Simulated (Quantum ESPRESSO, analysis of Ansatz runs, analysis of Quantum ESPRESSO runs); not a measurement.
# Ti on the Ga site in GaAs: charge-transition level against experiment (Quantum ESPRESSO), part 3 of 4

How near does this set-up come to the measured charge-transition level? Subject: Ti on the Ga site in GaAs. Set-up: QE: PBE, GBRV 1.5 PBE, 32-site cell, PBE lattice, k: the single point 1/4 1/4 1/4 then 2x2x2 shifted, dielectric constants 10.9 and 12.9 (handbook). The model is a cell of 32 host atoms with 1 Ga taken out and 1 Ti put in. The level is the Fermi energy at which two charge states have equal formation energy, after a correction for the images of the charge. Other potentials or another program check that the number doesn't hang on one set of files.

Quantum ESPRESSO 7.5; QE: PBE, GBRV 1.5 PBE, 32-site cell, PBE lattice, k: the single point 1/4 1/4 1/4 then 2x2x2 shifted, dielectric constants 10.9 and 12.9 (handbook).

So far: Starting point; Relaxation, charge +1; Single point, charge +1.

**4. Relaxation, charge 0**

Level of this step: Quantum ESPRESSO plane-wave DFT, PBE, GBRV 1.5 PBE potentials; relaxation of all atoms of a defect supercell (Quantum ESPRESSO).

Input file pw.in:

```
&CONTROL
  calculation = 'relax'
  prefix = 'pwscf'
  outdir = './tmp'
  pseudo_dir = './pseudo'
  tprnfor = .true.
  disk_io = 'low'
  nstep = 70
  forc_conv_thr = 0.00078
  etot_conv_thr = 0.0001
/
&SYSTEM
  ibrav = 0
  nat = 32
  ntyp = 3
  ecutwfc = 45
  ecutrho = 360
  nbnd = 193
  occupations = 'smearing'
  smearing = 'fd'
  degauss = 0.00073499
  nspin = 2
  starting_magnetization(1) = 0.0263
  starting_magnetization(2) = 0.0417
  starting_magnetization(3) = 0.1
  tot_magnetization = 1
  nosym = .true.
/
&ELECTRONS
  conv_thr = 3d-08
  electron_maxstep = 100
  mixing_beta = 0.3
/
&IONS
  ion_dynamics = 'bfgs'
/
ATOMIC_SPECIES
Ga    69.7230 ga_pbe_v1.4.uspp.F.UPF
Ti    47.8670 ti_pbe_v1.4.uspp.F.UPF
As    74.9216 as_pbe_v1.uspp.F.UPF
CELL_PARAMETERS angstrom
  -5.7368700154    5.7368700154   -5.7368700154
   5.7368700154    5.7368700154    5.7368700154
   5.7368700154   -5.7368700154   -5.7368700154
ATOMIC_POSITIONS crystal
Ga     0.0041802132    0.0057654958    0.0020255482
Ga     0.0009159681    0.2485708067    0.7451818572
[... 3 atom lines left out ...]
Ga     0.2453779040    0.2454562387    0.4943666025
Ti     0.2530106707    0.4982591063    0.2535713411
[... 1 atom line left out ...]
Ga     0.4944724900   -0.0015451214    0.4957368534
Ga     0.4966541499    0.2528089684    0.2498624224
Ga     0.4960799429    0.5004202554   -0.0043351183
Ga     0.5016234326    0.7461219250    0.7472452246
[... 3 atom lines left out ...]
Ga     0.7533766907    0.7495361827    0.4972828995
[... 2 atom lines left out ...]
As     0.0018361118    0.5024204497    0.2468290426
[... 2 atom lines left out ...]
As     0.2464189561    0.2440259370    0.2457132858
As     0.2537279878    0.4979369212    0.0020868561
[... 4 atom lines left out ...]
As     0.5059491083    0.7515971937    0.5027138517
[... 3 atom lines left out ...]
As     0.7455990487    0.7445272638    0.2484088000
K_POINTS crystal
1
0.25 0.25 0.25 1.0
```

Run with:

```sh
> OMP_NUM_THREADS=1 mpirun -n 4 pw.x -in pw.in > pw.out
```

The log of the run:

```text
[banner, memory and clock lines left out]
          URL

     one sub-group per band group will be used

     bravais-lattice index     =            0
     lattice parameter (alat)  =      18.7774  a.u.
     unit-cell volume          =    5096.6126 (a.u.)^3
     number of atoms/cell      =           32
     number of atomic types    =            3
     number of electrons       =       377.00 (up: 189.00, down: 188.00)
     number of Kohn-Sham states=          193
     kinetic-energy cutoff     =      45.0000  Ry
     charge density cutoff     =     360.0000  Ry
     scf convergence threshold =      3.0E-08
     mixing beta               =       0.3000
     number of iterations used =            8  plain     mixing
     energy convergence thresh.=      1.0E-04
     force convergence thresh. =      7.8E-04
     Exchange-correlation= SLA  PW   PBE  PBE
                           (   1   4   3   4   0   0   0)
     nstep                     =           70

     celldm(1)=  18.777359  celldm(2)=   0.000000  celldm(3)=   0.000000
     celldm(4)=   0.000000  celldm(5)=   0.000000  celldm(6)=   0.000000

     crystal axes: (cart. coord. in units of alat)
               a(1) = (  -0.577350   0.577350  -0.577350 )
               a(2) = (   0.577350   0.577350   0.577350 )
               a(3) = (   0.577350  -0.577350  -0.577350 )

     reciprocal axes: (cart. coord. in units 2 pi/alat)
               b(1) = (  0.000000  0.866025 -0.866025 )
               b(2) = (  0.866025  0.866025 -0.000000 )
               b(3) = (  0.866025  0.000000 -0.866025 )

     PseudoPot. # 1 for Ga read from file:
     ga_pbe_v1.4.uspp.F.UPF
     Pseudo is Ultrasoft + core correction, Zval = 19.0
     Generated by new atomic code, or converted to UPF format
     Using radial grid of  871 points,  6 beta functions with:
                l(1) =   0
                l(2) =   0
                l(3) =   1
                l(4) =   1
                l(5) =   2
                l(6) =   2
     Q(r) pseudized with  8 coefficients,  rinner =    1.250   1.250   1.250
                                                       1.250   1.250

     PseudoPot. # 2 for Ti read from file:
     ti_pbe_v1.4.uspp.F.UPF
     Pseudo is Ultrasoft + core correction, Zval = 12.0
     Generated by new atomic code, or converted to UPF format
     Using radial grid of  851 points,  6 beta functions with:
                l(1) =   0
                l(2) =   0
                l(3) =   1
                l(4) =   1
                l(5) =   2
                l(6) =   2
     Q(r) pseudized with  6 coefficients,  rinner =    1.000   1.000   1.000
                                                       1.000   1.000

     PseudoPot. # 3 for As read from file:
     as_pbe_v1.uspp.F.UPF
     Pseudo is Ultrasoft + core correction, Zval =  5.0
     Generated by new atomic code, or converted to UPF format
     Using radial grid of  875 points,  6 beta functions with:
                l(1) =   0
                l(2) =   0
                l(3) =   1
                l(4) =   1
                l(5) =   2
                l(6) =   2
     Q(r) pseudized with  8 coefficients,  rinner =    1.300   1.300   1.300
                                                       1.300   1.300

     atomic species   valence    mass     pseudopotential
     Ga               19.00    69.72300     Ga( 1.00)
     Ti               12.00    47.86700     Ti( 1.00)
     As                5.00    74.92160     As( 1.00)

     Starting magnetic structure
     atomic species   magnetization
     Ga              0.026
     Ti              0.042
     As              0.100

     No symmetry found

   Cartesian axes

     site n.     atom                  positions (alat units)
         1        Ga     tau(   1) = (   0.0020847   0.0045727  -0.0002542  )
         2        Ga     tau(   2) = (   0.5732145  -0.2861897  -0.2872474  )
         3        Ga     tau(   3) = (   0.5800226  -0.0040737  -0.0012584  )
         4        Ga     tau(   4) = (   0.5805802   0.2888588   0.2925292  )
         5        Ga     tau(   5) = (   0.2931088  -0.2905368  -0.5788327  )
         6        Ga     tau(   6) = (   0.2854679  -0.0020395  -0.2853775  )
         7        Ti     tau(   7) = (   0.2879937   0.2873463  -0.0048052  )
         8        Ga     tau(   8) = (   0.2901498   0.5796058   0.2929247  )
         9        Ga     tau(   9) = (  -0.0001621  -0.0016221  -0.5725897  )
        10        Ga     tau(  10) = (   0.0034741   0.2884446  -0.2850422  )
        11        Ga     tau(  11) = (   0.0000030   0.5778325   0.0050088  )
        12        Ga     tau(  12) = (   0.5725835   0.2889639  -0.2902610  )
        13        Ga     tau(  13) = (  -0.2838423   0.2872774  -0.5772509  )
        14        Ga     tau(  14) = (  -0.2874960   0.5745292  -0.2846787  )
        15        Ga     tau(  15) = (   0.2915712   0.2883633  -0.5814534  )
        16        Ga     tau(  16) = (   0.2848891   0.5806007  -0.2893237  )
        17        As     tau(  17) = (   0.4358405  -0.4304015  -0.4362540  )
        18        As     tau(  18) = (   0.4327987  -0.1431334  -0.1394565  )
        19        As     tau(  19) = (   0.4315193   0.1486258   0.1465057  )
        20        As     tau(  20) = (   0.4334932   0.4299960   0.4370113  )
        21        As     tau(  21) = (   0.1422121  -0.1443333  -0.4375737  )
        22        As     tau(  22) = (   0.1404810   0.1412959  -0.1432442  )
        23        As     tau(  23) = (   0.1421989   0.4327691   0.1397892  )
        24        As     tau(  24) = (   0.7260424   0.1435360  -0.1467283  )
        25        As     tau(  25) = (  -0.1425301   0.1481417  -0.4302592  )
        26        As     tau(  26) = (  -0.1485989   0.4310812  -0.1424855  )
        27        As     tau(  27) = (   0.4332402   0.1399218  -0.4306107  )
        28        As     tau(  28) = (   0.4320670   0.4358027  -0.1484170  )
        29        As     tau(  29) = (  -0.4320319   0.4312205  -0.4284142  )
        30        As     tau(  30) = (   0.1421732   0.1488792  -0.7217822  )
        31        As     tau(  31) = (   0.1454553   0.4340430  -0.4378095  )
        32        As     tau(  32) = (   0.1428001   0.7169059  -0.1440377  )

     number of k points=     1  Fermi-Dirac smearing, width (Ry)=  0.0007
                       cart. coord. in units 2pi/alat
        k(    1) = (   0.4330127   0.4330127  -0.4330127), wk =   1.0000000

     Dense  grid:   588361 G-vectors     FFT dimensions: ( 120, 120, 120)

     Smooth grid:   207819 G-vectors     FFT dimensions: (  81,  81,  81)

     Generating pointlists ...
[...]
atom   7 (R=0.103)  charge=  9.8176  magn=  0.6611
     atom   8 (R=0.100)  charge= 16.9165  magn=  0.0036
     atom   9 (R=0.100)  charge= 16.9169  magn=  0.0037
     atom  10 (R=0.100)  charge= 16.9171  magn=  0.0037
     atom  11 (R=0.100)  charge= 16.9171  magn=  0.0038
     atom  12 (R=0.100)  charge= 16.9169  magn=  0.0037
     atom  13 (R=0.100)  charge= 16.9256  magn=  0.0006
     atom  14 (R=0.100)  charge= 16.9167  magn=  0.0036
     atom  15 (R=0.100)  charge= 16.9256  magn=  0.0006
     atom  16 (R=0.100)  charge= 16.9167  magn=  0.0036
[...]
atom  25 (R=0.100)  charge=  2.5860  magn=  0.0000
     atom  26 (R=0.100)  charge=  2.5865  magn=  0.0000
     atom  27 (R=0.100)  charge=  2.5862  magn=  0.0001
     atom  28 (R=0.100)  charge=  2.6132  magn= -0.0125
     atom  29 (R=0.100)  charge=  2.5857  magn=  0.0000
     atom  30 (R=0.100)  charge=  2.5860  magn=  0.0000
     atom  31 (R=0.100)  charge=  2.5862  magn=  0.0000
     atom  32 (R=0.100)  charge=  2.5863  magn=  0.0000

     End of self-consistent calculation

 ------ SPIN UP ------------

          k = 0.4330 0.4330-0.4330 ( 25972 PWs)   bands (ev):

   -87.5107 -87.5106 -87.5102 -87.5102 -87.5101 -87.5100 -87.5099 -87.5097
   -87.5096 -87.5094 -87.5091 -87.5085 -87.5059 -87.5058 -87.5057 -87.5055
   -87.5054 -87.5052 -87.5052 -87.5051 -87.5046 -87.5044 -87.5044 -87.5040
   -87.5036 -87.5035 -87.5033 -87.5033 -87.5032 -87.5031 -87.5031 -87.5030
   -87.5028 -87.5023 -87.5022 -87.5016 -87.4778 -87.4777 -87.4761 -87.4758
   -87.4757 -87.4753 -87.4726 -87.4713 -87.4707 -50.1511 -26.4532 -26.4499
   -26.4491  -7.9871  -7.9867  -7.9865  -7.9862  -7.9842  -7.9840  -7.9839
    -7.9837  -7.9833  -7.9693  -7.9688  -7.9685  -7.9421  -7.9365  -7.9363
    -7.9360  -7.8998  -7.8996  -7.8995  -7.8993  -7.8991  -7.8983  -7.8981
    -7.8981  -7.8863  -7.8863  -7.8850  -7.8849  -7.8847  -7.8846  -7.8844
    -7.8842  -7.8815  -7.8814  -7.8813  -7.8800  -7.8720  -7.8706  -7.8704
    -7.8697  -7.8684  -7.8676  -7.8675  -7.8672  -7.8668  -7.8526  -7.8523
    -7.8522  -7.8518  -7.8516  -7.8514  -7.8508  -7.8507  -7.8502  -7.8501
    -7.8499  -7.8486  -7.8403  -7.8400  -7.8399  -7.8396  -7.8395  -7.8394
    -7.8393  -7.8388  -7.8385  -7.8383  -7.8380  -7.8376  -7.8187  -7.8170
    -7.8166  -7.8143  -7.8128  -7.8123  -4.9784  -4.9773  -4.9766  -4.7724
[...]
8.1244

 ------ SPIN DOWN ----------

          k = 0.4330 0.4330-0.4330 ( 25972 PWs)   bands (ev):

[...]
-3.7207  -3.7199  -3.7193  -3.7177  -3.7172  -3.7150  -3.7141  -3.7138
    -3.6301  -3.6279  -3.6258  -3.3835   0.6666   0.6689   0.6695   0.6712
     0.6718   0.6789   0.6796   0.6809   0.7298   0.7307   0.7334   2.0705
     2.7340   2.7348   2.7359   3.3972   3.6779   3.6784   3.7037   3.7053
     3.7060   3.7234   3.7243   3.7250   3.9409   3.9412   3.9419   4.5600
     4.8275   4.8295   4.8605   4.8685   4.8694   4.8700   4.8876   4.8889
     4.8898   5.0818   5.0837   5.0845   5.9897   5.9916   5.9924   6.1276
     6.1293   6.1609   6.1620   6.1624   8.0363   8.0440   8.1475   8.1488
     8.1491

     the spin up/dw Fermi energies are     7.3905    6.7512 ev

!    total energy              =   -6994.37734814 Ry
     estimated scf accuracy    <          1.8E-10 Ry
     smearing contrib. (-TS)   =      -0.00101875 Ry
     internal energy E=F+TS    =   -6994.37632940 Ry

     The total energy is F=E-TS. E is the sum of the following terms:
     one-electron contribution =   -6269.48260810 Ry
     hartree contribution      =    3252.34009696 Ry
     xc contribution           =   -1251.47479481 Ry
     ewald contribution        =   -2725.75902344 Ry

     total magnetization       =     1.00 Bohr mag/cell
     absolute magnetization    =     1.21 Bohr mag/cell

     convergence has been achieved in  14 iterations

     negative rho (up, down):  1.441E-04 5.109E-04

     Forces acting on atoms (cartesian axes, Ry/au):

     atom    1 type  1   force =     0.00017486   -0.00014986    0.00026538
     atom    2 type  1   force =     0.00031332   -0.00028460   -0.00014213
     atom    3 type  1   force =     0.00003704    0.00018499    0.00039069
     atom    4 type  1   force =    -0.00007190   -0.00021406   -0.00026995
     atom    5 type  1   force =    -0.00001287    0.00008501    0.00055735
     atom    6 type  1   force =     0.00049308    0.00003751   -0.00021452
     atom    7 type  2   force =     0.00009486    0.00006221    0.00021874
     atom    8 type  1   force =    -0.00035436   -0.00000627   -0.00023183
     atom    9 type  1   force =     0.00018767   -0.00030966    0.00031101
     atom   10 type  1   force =    -0.00006655    0.00002863   -0.00004707
     atom   11 type  1   force =    -0.00000701    0.00015890   -0.00010024
     atom   12 type  1   force =     0.00009428    0.00016433   -0.00020244
     atom   13 type  1   force =    -0.00022324    0.00026375   -0.00010122
     atom   14 type  1   force =    -0.00001941    0.00014184   -0.00009040
     atom   15 type  1   force =     0.00014024    0.00002891   -0.00030654
     atom   16 type  1   force =    -0.00035605   -0.00028155    0.00033046
[...]
atom   25 type  3   force =    -0.00035676    0.00026500   -0.00010758
     atom   26 type  3   force =    -0.00056261   -0.00032263   -0.00016487
     atom   27 type  3   force =    -0.00000185   -0.00008726    0.00002134
     atom   28 type  3   force =     0.00009370    0.00013775   -0.00012690
     atom   29 type  3   force =     0.00014929   -0.00000810    0.00017114
     atom   30 type  3   force =    -0.00002003    0.00013780   -0.00000862
     atom   31 type  3   force =    -0.00014147    0.00009212   -0.00014343
     atom   32 type  3   force =     0.00014905   -0.00006656   -0.00023553

     Total force =     0.002238     Total SCF correction =     0.000076
     Energy error            =      2.4E-05 Ry
     Gradient error          =      6.6E-04 Ry/Bohr

     bfgs converged in  15 scf cycles and  14 bfgs steps
     (criteria: energy <  1.0E-04 Ry, force <  7.8E-04 Ry/Bohr)

     End of BFGS Geometry Optimization

     Final energy             =   -6994.3773481443 Ry

     File ./tmp/pwscf.bfgs deleted, as requested
Begin final coordinates

ATOMIC_POSITIONS (crystal)
Ga              -0.0008135349       -0.0017523695       -0.0009283686
Ga              -0.0007449403        0.2497519474        0.7474642770
Ga              -0.0020726908        0.4996928559        0.4998613107
Ga              -0.0022346689        0.7505334773        0.2495174216
Ga               0.2502400275        0.0000707409        0.7504005304
Ga               0.2493429879        0.2477278662        0.4996144440
Ti               0.2495931100        0.5000392669        0.2498102484
Ga               0.2491549132        0.7504767605       -0.0019100815
Ga               0.5011906627        0.0019480013        0.5013596109
Ga               0.4999568730        0.2488396276        0.2498292874
Ga               0.4995924338        0.5001604593       -0.0020811702
Ga               0.5010020243        0.7512860531        0.7513030496
Ga               0.7489267441       -0.0000498008        0.2495007610
Ga               0.7475904408        0.2495454830       -0.0007351929
Ga               0.7492747352        0.4998795473        0.7494044208
Ga               0.7520739178        0.7521162036        0.5015490557
[...]
As               0.4998243874       -0.0005094621        0.2497058243
As               0.4984253886        0.2498736033       -0.0007024600
As               0.4999411632        0.4996494361        0.7485966501
As               0.5017010996        0.7519369124        0.5015210977
As               0.7501030633        0.0005302992        0.0009635189
As               0.7502970892        0.2514627562        0.7503596335
As               0.7489738887        0.5002687790        0.5004620037
As               0.7485842720        0.7508155736        0.2494748546
End final coordinates
```

The job ended after 1.8 h (4 MPI ranks of Arm Neoverse V1, shared host; peak memory 3 GiB).

Step by step:

| step | energy less that of the first step (eV) |
| --- | --- |
| 0 | 0.0000 |
| 1 | -0.1808 |
| 2 | -0.3011 |
| 3 | -0.3474 |
| 4 | -0.3509 |
| 5 | -0.3551 |
| 6 | -0.3600 |
| 7 | -0.3637 |
| 8 | -0.3650 |
| 9 | -0.3665 |
| 10 | -0.3681 |
| 11 | -0.3688 |
| 12 | -0.3694 |
| 13 | -0.3699 |
| 14 | -0.3703 |

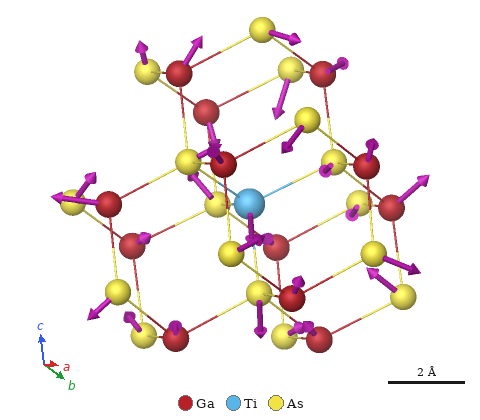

Displacements in the relaxation near the centre, exaggerated; the longest in the cell stands for 0.06 Å.

The atoms that moved most (Å):

```csv
atom,dx,dy,dz,length
As23,0.013,0.011,0.062,0.064
Ga1,-0.031,-0.055,0.002,0.063
As19,0.027,-0.053,-0.004,0.059
As24,-0.045,0.014,0.035,0.059
Ga10,-0.042,-0.004,-0.042,0.059
Ga9,0.014,0.026,-0.051,0.059
Ga12,0.056,0.003,0.010,0.057
Ga15,-0.029,0.002,0.048,0.056
```

The relaxed structure:

```
CELL_PARAMETERS angstrom
-5.73687 5.73687 -5.73687
5.73687 5.73687 5.73687
5.73687 -5.73687 -5.73687
ATOMIC_POSITIONS crystal
Ga 0.99919 0.99825 0.99907
Ga 0.99926 0.24975 0.74746
Ga 0.99793 0.49969 0.49986
Ga 0.99777 0.75053 0.24952
Ga 0.25024 0.00007 0.75040
Ga 0.24934 0.24773 0.49961
Ti 0.24959 0.50004 0.24981
Ga 0.24915 0.75048 0.99809
Ga 0.50119 0.00195 0.50136
Ga 0.49996 0.24884 0.24983
Ga 0.49959 0.50016 0.99792
Ga 0.50100 0.75129 0.75130
Ga 0.74893 0.99995 0.24950
Ga 0.74759 0.24955 0.99926
Ga 0.74927 0.49988 0.74940
Ga 0.75207 0.75212 0.50155
As 0.00160 0.00113 0.75048
As 0.99874 0.24896 0.49789
As 0.99763 0.50014 0.24954
As 0.99844 0.74874 0.99877
As 0.24944 0.99891 0.50070
As 0.24941 0.24804 0.24958
As 0.24933 0.50001 0.99783
As 0.24952 0.75037 0.74881
As 0.49982 0.99949 0.24971
As 0.49843 0.24987 0.99930
As 0.49994 0.49965 0.74860
As 0.50170 0.75194 0.50152
As 0.75010 0.00053 0.00096
As 0.75030 0.25146 0.75036
As 0.74897 0.50027 0.50046
As 0.74858 0.75082 0.24947
```

Neighbours of Ti7 at the end:

| atom | distance (Å) |
| --- | --- |
| As22 | 2.503 |
| As23 | 2.503 |
| As28 | 2.503 |
| As19 | 2.503 |
| Ga12 | 4.069 |
| Ga10 | 4.069 |
| Ga3 | 4.071 |
| Ga1 | 4.071 |
| Ga11 | 4.072 |
| Ga9 | 4.072 |
| Ga14 | 4.073 |
| Ga6 | 4.074 |
| Ga8 | 4.074 |
| Ga4 | 4.075 |
| Ga2 | 4.076 |
| Ga16 | 4.077 |

Numbers from this step:

```
total moment                          : 1.000 μB
integral of the absolute spin density : 1.212 μB
```

From the first step to the last the energy fell by 0.370 eV, and the largest move was 0.06 Å (As23 and 1 other atom alike). Judged within 0.08 Å, the space group went from P1 to I-43m.

(Continued in part 4 of 4.)

[Logs are printed without paths, hosts, clocks, repeated set-up lines and the standing remarks that a program may print on its own settings, such as how far it seeks lower states.]

[Hosts, paths, dates, database ids (printed as entryN), source tags and the programs' standing remarks are cut or masked in the printed files.]

[For some hosts the program warned that the k-mesh of the response run may be too coarse for force constants and the static dielectric constant; such warnings are not shown here.]
